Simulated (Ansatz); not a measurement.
```yaml
crystal:
  lattice:
    - [0.03298, 2.09536, 2.11454]
    - [2.30922, -2.15976, 0.09737]
    - [2.13075, 2.17604, -4.27678]
  atoms:
    - { symbol: Ta, position: [0.50161, 0.24947, 0.74772] }
    - { symbol: Ta, position: [0.50151, 0.75198, 0.25252] }
    - { symbol: N, position: [0.99956, 0.00803, 0.00153] }
    - { symbol: N, position: [0.99732, 0.49052, 0.49822] }
```

Space group P1; not relaxed (largest force 0.4 eV/Å); computed pressure about 5 GPa in this cell.

These are results of DFT PBEsol, scalar-relativistic, plane waves, PAW in Ansatz 0.2.0, not measurements.

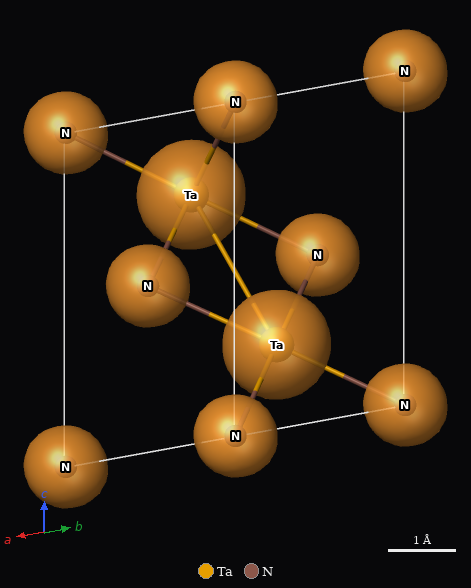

TaN. Isosurface of the valence pseudo-density at 1.5 e/Å³ (orange), seen along [110]. Sticks mark near contacts.

**How is the density connected at this value?**

At this value the density breaks into separate islands; it holds about 55 % of the electrons treated as valence (semicore included). It bridges none of the near contacts. It is pinched off along the sampled Ta–N (2.12 Å), Ta–Ta (2.98 Å), Ta–N (2.17 Å) and Ta–N (2.25 Å) contacts. On the grid the lowest density along these lines, outside the cores, is 0.65 e/Å³ (Ta–N, 2.12 Å), 0.28 e/Å³ (Ta–Ta, 2.98 Å), 0.58 e/Å³ (Ta–N, 2.17 Å) and 0.49 e/Å³ (Ta–N, 2.25 Å).

**Metal or insulator at this level of theory?**

It is gapless in this calculation (a metal or semimetal); semilocal functionals without U, or without the true magnetic order, often close the gap of such compounds.
